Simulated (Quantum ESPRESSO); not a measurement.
# Fields calculation of Ta2H (part 3 of 3)

The same run, continued: Ta2H (P1, 3 atoms in the cell); Kohn-Sham DFT of a periodic cell, PBEsol with D3, PseudoDojo 0.4 SR PBE stringent, no spin polarisation (Quantum ESPRESSO 7.5); cutoff 1795.95 eV, 7×6×4 k-mesh, Gaussian smearing of 0.2 eV. The structure derives from a Materials Project entry.

Geometry of the input (Å; fractional positions):
```
2.2231  -1.4904  0.0471
2.4207  1.7855  0.0504
-0.4711  -0.0311  4.7912
Ta 0.2267  0.2341  0.2698
Ta 0.7635  0.7722  0.7397
H  0.5098  0.4937  0.9905
```

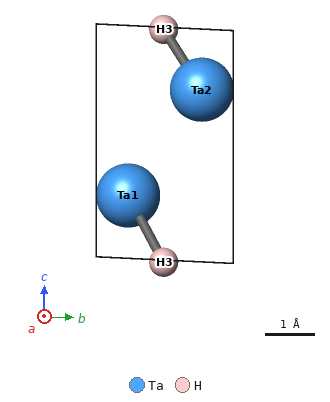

Figure 1. The input geometry (ball-and-stick view of the cell of the calculation, along the a axis; atoms are numbered from 1 in the order of the input). An atom can appear more than once, as a periodic image.

### The program's output, continued
```
   -43.4024 -43.3517 -10.4354 -10.3595 -10.2403 -10.1709  -9.8234  -9.7224
     5.0593   5.0743   5.0846   5.0911   5.1080   5.1158   5.1236   5.1269
     5.1364   5.1432   5.1516   5.1747   5.1820   5.1985  16.8190  20.8854
    21.6007  21.6894  22.7334  23.0321  25.6307  26.4219  28.1272  28.9207
    30.5593  30.8975  33.0527  34.2322  36.2295

          k =-0.0798-0.6371-0.1517 (  6269 PWs)   bands (ev):

   -43.4094 -43.3446 -10.4171 -10.3689 -10.2202 -10.1611  -9.9346  -9.6493
     5.0596   5.0739   5.0833   5.0889   5.1074   5.1176   5.1222   5.1269
     5.1389   5.1456   5.1509   5.1740   5.1844   5.1994  16.6793  20.3737
    21.2206  22.0198  22.6950  24.4981  25.3900  26.9043  27.3284  29.6039
    30.6521  31.5722  32.0707  33.4368  36.2846

          k = 0.0048-0.5061-0.0028 (  6283 PWs)   bands (ev):

   -43.4008 -43.3587 -10.3442 -10.2841 -10.2164 -10.0906  -9.9185  -9.8900
     5.0650   5.0737   5.0815   5.0880   5.1137   5.1197   5.1221   5.1279
     5.1346   5.1419   5.1530   5.1733   5.1813   5.1975  16.8461  20.8584
    21.4081  21.8738  22.8253  24.7941  25.4762  27.3552  27.5217  28.4353
    28.6728  30.9174  32.3907  35.3285  36.4900

          k = 0.0019-0.5061 0.1366 (  6262 PWs)   bands (ev):

   -43.3999 -43.3596 -10.4229 -10.3072 -10.3007 -10.1212  -9.7995  -9.7795
     5.0633   5.0745   5.0805   5.0871   5.1135   5.1192   5.1227   5.1277
     5.1368   5.1405   5.1533   5.1749   5.1819   5.1979  16.8643  20.8903
    21.1318  22.2204  22.6462  23.8295  25.4802  27.0576  28.3205  28.6180
    29.6443  31.3673  32.8658  34.4838  35.2108

          k = 0.0106-0.5062-0.2816 (  6264 PWs)   bands (ev):

   -43.4001 -43.3593 -10.4611 -10.4348 -10.2355 -10.1748  -9.7393  -9.6728
     5.0633   5.0734   5.0787   5.0858   5.1128   5.1207   5.1234   5.1257
     5.1384   5.1410   5.1529   5.1753   5.1845   5.1986  16.9173  20.8370
    21.1138  21.8892  22.7293  23.2009  25.9328  26.8850  28.2909  28.5163
    31.8836  32.1885  32.6659  33.5852  34.4726

          k = 0.0077-0.5062-0.1422 (  6277 PWs)   bands (ev):

   -43.4010 -43.3585 -10.3957 -10.3462 -10.2933 -10.1110  -9.8530  -9.7320
     5.0649   5.0731   5.0793   5.0865   5.1130   5.1216   5.1233   5.1252
     5.1366   5.1421   5.1525   5.1734   5.1843   5.1982  16.8983  20.9306
    21.0669  21.8010  22.9808  23.8318  25.4286  27.5484  28.1097  28.3918
    29.9224  31.0108  32.7590  35.5279  35.6872

          k = 0.0923-0.3752 0.0066 (  6296 PWs)   bands (ev):

   -43.4167 -43.3682 -10.3220 -10.2778 -10.1214 -10.0317  -9.8811  -9.7527
     5.0656   5.0746   5.0809   5.0867   5.1127   5.1208   5.1243   5.1302
     5.1344   5.1437   5.1478   5.1718   5.1859   5.1938  16.4629  20.5990
    21.4698  22.6690  23.0636  23.9844  24.5067  26.7105  27.4055  28.3227
    28.4546  30.6808  32.7666  35.4697  35.7614

          k = 0.0894-0.3752 0.1460 (  6291 PWs)   bands (ev):

   -43.4148 -43.3701 -10.4438 -10.3565 -10.0747 -10.0178  -9.8278  -9.6517
     5.0641   5.0740   5.0794   5.0858   5.1153   5.1195   5.1247   5.1282
     5.1357   5.1449   5.1491   5.1725   5.1878   5.1948  16.3661  20.9588
    21.2937  22.1624  22.8242  23.4751  25.5516  26.7599  27.7284  28.1282
    28.4126  31.5806  32.4560  34.4918  36.2901

          k = 0.0982-0.3753-0.2721 (  6275 PWs)   bands (ev):

   -43.4122 -43.3726 -10.4897 -10.4667 -10.0621  -9.9972  -9.6944  -9.6482
     5.0626   5.0722   5.0790   5.0820   5.1139   5.1224   5.1263   5.1304
     5.1370   5.1452   5.1501   5.1739   5.1891   5.1945  16.4243  20.0037
    21.5332  21.9067  22.8481  23.7189  25.9735  26.8450  27.8766  28.2125
    30.2228  30.5028  33.3622  34.5623  35.1045

          k = 0.0953-0.3753-0.1327 (  6286 PWs)   bands (ev):

   -43.4144 -43.3705 -10.4395 -10.3686 -10.1154  -9.9404  -9.7915  -9.7173
     5.0636   5.0731   5.0804   5.0831   5.1117   5.1239   5.1262   5.1316
     5.1358   5.1440   5.1488   5.1730   5.1874   5.1934  16.5239  19.8983
    21.5050  22.2207  23.2888  23.7408  25.1048  27.3333  27.9632  28.2976
    28.6113  31.7778  32.7595  34.0236  35.6838

          k = 0.2698-0.3665 0.0241 (  6295 PWs)   bands (ev):

   -43.3837 -43.3382 -10.7069 -10.6667 -10.1295  -9.9202  -9.7525  -9.6679
     5.0572   5.0696   5.0781   5.0860   5.1050   5.1142   5.1202   5.1308
     5.1354   5.1442   5.1639   5.1691   5.1936   5.2115  16.7769  20.2793
    20.8605  22.0261  23.0423  23.4159  25.4165  27.0525  27.6384  27.8385
    30.3861  32.4044  33.5040  35.2071  36.3694

          k = 0.2669-0.3665 0.1635 (  6282 PWs)   bands (ev):

   -43.3819 -43.3399 -10.7790 -10.7061 -10.0537  -9.9800  -9.7079  -9.6012
     5.0545   5.0680   5.0760   5.0831   5.1066   5.1157   5.1226   5.1326
     5.1380   5.1428   5.1640   5.1726   5.1940   5.2121  16.3875  19.8374
    21.6463  21.9442  23.1064  23.9199  25.8359  26.7502  27.7126  27.9259
    30.4683  31.1508  33.1726  35.2049  35.5933

          k = 0.2757-0.3666-0.2546 (  6286 PWs)   bands (ev):

   -43.3809 -43.3410 -10.8153 -10.7621 -10.0690  -9.9565  -9.6166  -9.5928
     5.0521   5.0665   5.0739   5.0791   5.1083   5.1190   5.1244   5.1333
     5.1399   5.1442   5.1646   5.1746   5.1947   5.2121  16.2118  19.1174
    21.6496  22.2965  23.4015  25.2692  25.6964  27.0868  27.3889  27.9860
    30.5365  30.9215  32.2126  34.3793  35.8742

          k = 0.2728-0.3665-0.1152 (  6283 PWs)   bands (ev):

   -43.3828 -43.3391 -10.7552 -10.7230 -10.1152  -9.9248  -9.6650  -9.6449
     5.0542   5.0681   5.0764   5.0814   5.1073   5.1178   5.1208   5.1333
     5.1369   5.1448   5.1643   5.1714   5.1944   5.2115  16.5530  19.3139
    21.4372  22.2086  23.0386  24.4684  25.6025  27.0946  27.5561  28.4547
    29.9000  32.0893  33.0113  34.5586  35.7978

          k = 0.3574-0.2356 0.0336 (  6304 PWs)   bands (ev):

   -43.3925 -43.3228 -10.6845 -10.6424 -10.2704  -9.8949  -9.7428  -9.6543
     5.0600   5.0719   5.0764   5.0819   5.1046   5.1107   5.1236   5.1261
     5.1354   5.1462   5.1631   5.1715   5.1936   5.2123  16.6796  20.3520
    21.2230  21.9632  22.0719  22.8020  26.0353  27.2035  27.6223  28.3906
    30.0925  32.9621  33.6987  35.3468  36.0980

          k = 0.3545-0.2356 0.1730 (  6285 PWs)   bands (ev):

   -43.3867 -43.3286 -10.7253 -10.6889 -10.1287  -9.9134  -9.8105  -9.6183
     5.0577   5.0723   5.0752   5.0808   5.1049   5.1151   5.1240   5.1291
     5.1353   5.1440   5.1609   5.1737   5.1930   5.2123  16.5827  20.2099
    21.1308  21.8777  22.9815  23.2791  25.1876  26.0958  27.9409  29.4718
    30.3922  31.1628  33.2916  35.9940  36.7311

          k = 0.3632-0.2357-0.2452 (  6307 PWs)   bands (ev):

   -43.3820 -43.3334 -10.7419 -10.6997 -10.1052  -9.9540  -9.7086  -9.6732
     5.0554   5.0711   5.0754   5.0794   5.1090   5.1185   5.1242   5.1311
     5.1337   5.1426   5.1615   5.1712   5.1936   5.2115  16.4401  19.7901
    22.0853  22.2559  23.2635  23.3201  25.0092  25.7477  27.7067  28.6873
    29.9549  30.6501  33.0788  35.8107  37.7031

          k = 0.3603-0.2356-0.1058 (  6294 PWs)   bands (ev):

   -43.3886 -43.3267 -10.7058 -10.6628 -10.2196  -9.9213  -9.7372  -9.6403
     5.0574   5.0716   5.0763   5.0802   5.1078   5.1146   5.1233   5.1290
     5.1340   5.1449   5.1639   5.1688   5.1942   5.2115  16.5226  19.8965
    21.8269  22.4440  22.6913  23.0928  25.3285  26.4147  26.8152  29.2068
    30.2332  31.3777  33.1649  35.2947  37.5702

          k = 0.4449-0.1047 0.0431 (  6290 PWs)   bands (ev):

   -43.3905 -43.3052 -10.7524 -10.5891 -10.3185 -10.0586  -9.8094  -9.5848
     5.0575   5.0695   5.0784   5.0820   5.0997   5.1096   5.1165   5.1336
     5.1409   5.1475   5.1617   5.1750   5.1953   5.2150  16.5073  19.4029
    20.2932  22.1080  22.5865  25.1117  26.5909  27.4772  29.1113  29.5797
    29.6895  32.1723  32.6455  33.6102  34.6894

          k = 0.4420-0.1047 0.1825 (  6289 PWs)   bands (ev):

   -43.3829 -43.3128 -10.7341 -10.6279 -10.1862 -10.0458  -9.8655  -9.6631
     5.0572   5.0698   5.0811   5.0825   5.1007   5.1119   5.1168   5.1325
     5.1393   5.1460   5.1582   5.1735   5.1941   5.2140  16.7730  19.7327
    20.4434  21.4853  23.0027  25.3592  26.0820  26.3145  28.2038  29.2588
    30.1515  30.8706  33.4595  35.3127  36.3929

          k = 0.4508-0.1048-0.2357 (  6298 PWs)   bands (ev):

   -43.3760 -43.3198 -10.6950 -10.6380 -10.1126 -10.0296  -9.8800  -9.7787
     5.0565   5.0692   5.0832   5.0859   5.1064   5.1121   5.1171   5.1285
     5.1373   5.1440   5.1562   5.1696   5.1938   5.2131  16.7560  20.6069
    20.9694  21.3604  23.7251  24.4615  25.0686  26.0350  26.8114  27.8361
    30.4644  31.0808  33.7102  36.8187  37.8669

          k = 0.4479-0.1047-0.0963 (  6296 PWs)   bands (ev):

   -43.3850 -43.3108 -10.7258 -10.5901 -10.2641 -10.0492  -9.8409  -9.6540
     5.0569   5.0693   5.0800   5.0851   5.1035   5.1104   5.1174   5.1303
     5.1388   5.1459   5.1604   5.1704   5.1949   5.2140  16.4934  20.0267
    20.7787  22.0899  23.0047  24.8570  26.0281  26.2520  27.0687  29.1623
    29.6884  31.2891  33.2333  35.2899  37.2081

          k = 0.0072-0.7592-0.0042 (  6277 PWs)   bands (ev):

   -43.3829 -43.2997 -10.8093 -10.5742 -10.2964 -10.1522  -9.8704  -9.5897
     5.0540   5.0667   5.0800   5.0853   5.0965   5.1109   5.1140   5.1352
     5.1437   5.1485   5.1615   5.1763   5.1963   5.2171  16.4692  19.1982
    19.9047  21.9168  23.4349  25.6720  27.8395  28.9555  29.2705  30.1847
    30.5399  31.1884  31.8262  32.5747  33.4168

          k = 0.0042-0.7592 0.1352 (  6281 PWs)   bands (ev):

   -43.3762 -43.3065 -10.7754 -10.5820 -10.2675 -10.1013  -9.9030  -9.6751
     5.0541   5.0677   5.0825   5.0878   5.0992   5.1088   5.1145   5.1328
     5.1417   5.1471   5.1589   5.1731   5.1956   5.2158  16.7122  19.6553
    20.3448  22.0835  22.4702  25.6908  26.1016  28.0078  28.6643  29.6125
    30.4331  31.2559  33.2238  34.3716  35.0317

          k = 0.0130-0.7593-0.2830 (  6290 PWs)   bands (ev):

   -43.3695 -43.3132 -10.7122 -10.6313 -10.1529 -10.1248  -9.9267  -9.7682
     5.0546   5.0682   5.0865   5.0898   5.1037   5.1072   5.1132   5.1289
     5.1404   5.1450   5.1550   5.1712   5.1947   5.2155  16.9091  20.4035
    21.0493  21.3603  23.4816  23.6837  25.3206  26.0606  29.2483  29.7296
    30.4981  30.9691  34.0430  34.8802  36.2673

          k = 0.0101-0.7592-0.1436 (  6286 PWs)   bands (ev):

   -43.3775 -43.3052 -10.7707 -10.5946 -10.2155 -10.1492  -9.9292  -9.6446
     5.0546   5.0675   5.0836   5.0868   5.0981   5.1107   5.1134   5.1325
     5.1421   5.1467   5.1581   5.1738   5.1952   5.2167  16.6255  19.7863
    20.3389  21.9728  22.9928  25.4045  25.8008  27.7832  28.6404  29.6899
    30.5369  31.2586  33.1958  33.9217  35.3201

          k = 0.0947-0.6283 0.0052 (  6281 PWs)   bands (ev):

   -43.3768 -43.3124 -10.7551 -10.6006 -10.2291 -10.0880  -9.8939  -9.6946
     5.0584   5.0707   5.0772   5.0846   5.1004   5.1122   5.1187   5.1283
     5.1387   5.1473   5.1597   5.1738   5.1952   5.2158  16.7395  20.2520
    20.4970  21.6618  22.8230  25.3404  26.6048  27.2204  28.2158  28.6090
    30.5763  31.3467  34.0511  34.8190  36.0577

          k = 0.0918-0.6283 0.1446 (  6284 PWs)   bands (ev):

   -43.3730 -43.3162 -10.7350 -10.6016 -10.2793 -10.1078  -9.8557  -9.6824
     5.0568   5.0708   5.0778   5.0850   5.1040   5.1113   5.1208   5.1258
     5.1379   5.1453   5.1602   5.1715   5.1957   5.2152  16.7718  20.5607
    21.2828  21.8122  22.3690  24.1691  25.5604  26.8092  27.7527  30.2301
    30.7240  31.7837  33.8906  35.2525  35.8893

          k = 0.1006-0.6284-0.2735 (  6282 PWs)   bands (ev):

   -43.3691 -43.3202 -10.7106 -10.6516 -10.2469 -10.1657  -9.7904  -9.6952
     5.0568   5.0695   5.0784   5.0849   5.1044   5.1140   5.1205   5.1252
     5.1375   5.1436   5.1585   5.1721   5.1950   5.2155  17.0011  20.9206
    21.5163  21.6020  22.0618  22.8692  26.1931  27.1248  28.0388  28.3400
    31.8062  32.9658  34.5863  34.9554  35.4102

          k = 0.0977-0.6283-0.1342 (  6288 PWs)   bands (ev):

   -43.3733 -43.3159 -10.7312 -10.6583 -10.1850 -10.1054  -9.9239  -9.6561
     5.0584   5.0700   5.0772   5.0842   5.1004   5.1146   5.1187   5.1281
     5.1382   5.1456   5.1581   5.1744   5.1946   5.2162  16.9662  20.3592
    20.5986  21.3307  23.1521  24.1977  26.0263  26.9439  28.1583  30.0474
    31.2204  31.6045  33.8806  34.7623  35.8241

          k = 0.1823-0.4974 0.0147 (  6285 PWs)   bands (ev):

   -43.3752 -43.3337 -10.7120 -10.6524 -10.0922  -9.9783  -9.8415  -9.7601
     5.0600   5.0706   5.0768   5.0854   5.1062   5.1140   5.1199   5.1282
     5.1350   5.1444   5.1609   5.1698   5.1940   5.2129  16.9157  20.7305
    21.1678  21.7972  22.3433  24.0661  25.3281  27.1601  27.7086  28.0776
    30.9220  31.5855  34.1889  35.2194  35.8160

          k = 0.1793-0.4974 0.1541 (  6275 PWs)   bands (ev):

   -43.3750 -43.3339 -10.7496 -10.6791 -10.1390 -10.0472  -9.7092  -9.6991
     5.0569   5.0699   5.0756   5.0829   5.1078   5.1158   5.1202   5.1314
     5.1342   5.1443   5.1632   5.1700   5.1948   5.2132  16.6249  20.4119
    21.5975  22.2513  22.9912  23.2224  25.6667  26.1998  27.7970  29.2273
    30.6677  30.7768  34.4076  34.7855  35.8776

          k = 0.1881-0.4975-0.2641 (  6296 PWs)   bands (ev):

   -43.3744 -43.3344 -10.7882 -10.7333 -10.1511 -10.0406  -9.6662  -9.6287
     5.0551   5.0683   5.0732   5.0802   5.1072   5.1178   5.1230   5.1335
     5.1355   5.1440   5.1635   5.1729   5.1951   5.2137  16.5719  19.6959
    21.7074  22.1730  22.6831  24.3000  25.7088  26.4819  28.1981  28.9673
    31.0246  31.8289  33.4353  34.3789  35.0618

          k = 0.1852-0.4974-0.1247 (  6300 PWs)   bands (ev):

   -43.3747 -43.3342 -10.7448 -10.7178 -10.1106  -9.9962  -9.7737  -9.6784
     5.0576   5.0691   5.0750   5.0821   5.1057   5.1159   5.1227   5.1313
     5.1362   5.1434   5.1616   5.1725   5.1943   5.2135  16.8547  19.8371
    21.3719  21.4740  23.4096  24.0106  25.2582  27.1387  28.2126  29.1508
    30.3377  32.4624  33.7246  34.5347  35.0319

     the Fermi energy is    23.7075 ev

!    total energy              =   -1296.80504043 Ry
     estimated scf accuracy    <          1.4E-10 Ry
     smearing contrib. (-TS)   =      -0.00205569 Ry
     internal energy E=F+TS    =   -1296.80298474 Ry

     The total energy is F=E-TS. E is the sum of the following terms:
     one-electron contribution =    -622.35825893 Ry
     hartree contribution      =     386.77647524 Ry
     xc contribution           =    -209.31795394 Ry
     ewald contribution        =    -851.83609510 Ry
     DFT-D3 Dispersion         =      -0.06715202 Ry

     convergence has been achieved in  11 iterations

     Forces acting on atoms (cartesian axes, Ry/au):

     atom    1 type  1   force =     0.01010958    0.00507588   -0.01358935
     atom    2 type  1   force =     0.01848256   -0.00059501   -0.00716471
     atom    3 type  2   force =    -0.02859214   -0.00448088    0.02075406

     Total force =     0.044433     Total SCF correction =     0.000114

     Computing stress (Cartesian axis) and pressure

          total   stress  (Ry/bohr**3)                   (kbar)     P=       30.47
   0.00079025  -0.00074163  -0.00034358          116.25     -109.10      -50.54
  -0.00074163  -0.00014218   0.00005227         -109.10      -20.91        7.69
  -0.00034358   0.00005227  -0.00002668          -50.54        7.69       -3.92

=------------------------------------------------------------------------------=
   JOB DONE.
=------------------------------------------------------------------------------=
```

### File pp_density.out
```
This program is part of the open-source Quantum ESPRESSO suite
     for quantum simulation of materials; please cite
         "P. Giannozzi et al., J. Phys.:Condens. Matter 21 395502 (2009);
         "P. Giannozzi et al., J. Phys.:Condens. Matter 29 465901 (2017);
         "P. Giannozzi et al., J. Chem. Phys. 152 154105 (2020);
          URL
     in publications or presentations arising from this work. More details at

     ./tmp/pwscf.save/

     IMPORTANT: XC functional enforced from input :
     Exchange-correlation= PBESOL
                           (   1   4  10   8   0   0   0)
     Any further DFT definition will be discarded
     Please, verify this is what you really want

     G-vector sticks info
     --------------------
     sticks:   dense  smooth     PW     G-vecs:    dense   smooth      PW
     Sum        1135    1135    339                50315    50315    8067

     Using Slab Decomposition

     Calling punch_plot, plot_num =   0
     Writing data to file  density.dat
     Reading data from file  density.dat

     Writing data to be plotted to file density.cube
     Plot Type: 3D                     Output format: Gaussian cube

=------------------------------------------------------------------------------=
   JOB DONE.
=------------------------------------------------------------------------------=
```

### File pp_potential.out
```
This program is part of the open-source Quantum ESPRESSO suite
     for quantum simulation of materials; please cite
         "P. Giannozzi et al., J. Phys.:Condens. Matter 21 395502 (2009);
         "P. Giannozzi et al., J. Phys.:Condens. Matter 29 465901 (2017);
         "P. Giannozzi et al., J. Chem. Phys. 152 154105 (2020);
          URL
     in publications or presentations arising from this work. More details at

     ./tmp/pwscf.save/

     IMPORTANT: XC functional enforced from input :
     Exchange-correlation= PBESOL
                           (   1   4  10   8   0   0   0)
     Any further DFT definition will be discarded
     Please, verify this is what you really want

     G-vector sticks info
     --------------------
     sticks:   dense  smooth     PW     G-vecs:    dense   smooth      PW
     Sum        1135    1135    339                50315    50315    8067

     Using Slab Decomposition

     Calling punch_plot, plot_num =  11
     Writing data to file  potential.dat
     Reading data from file  potential.dat

     Writing data to be plotted to file potential.cube
     Plot Type: 3D                     Output format: Gaussian cube

=------------------------------------------------------------------------------=
   JOB DONE.
=------------------------------------------------------------------------------=
```

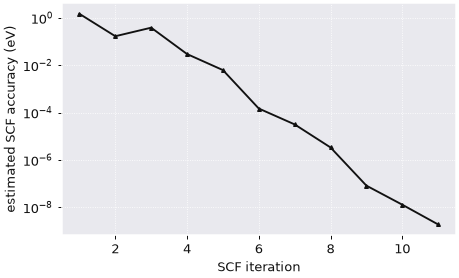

Figure 2. Convergence of the self-consistent field: estimated SCF accuracy against the iteration. The field takes 11 iterations in all.

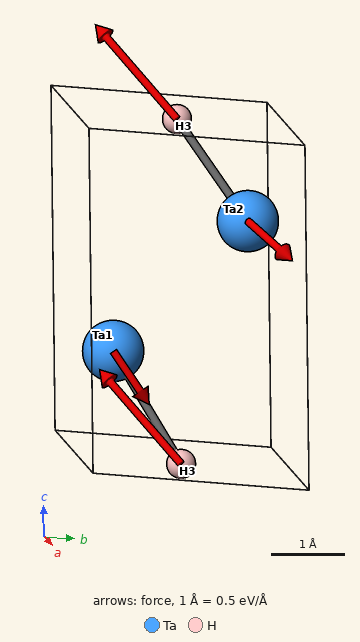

Figure 3. Forces on the atoms as red arrows (ball-and-stick view of the cell of the calculation, seen slightly off an axis; atoms are numbered from 1 in the order of the input). The largest act on H3 (0.92 eV/Å); Ta2 (0.51 eV/Å); Ta1 (0.45 eV/Å). The geometry is not a stationary point of this energy.
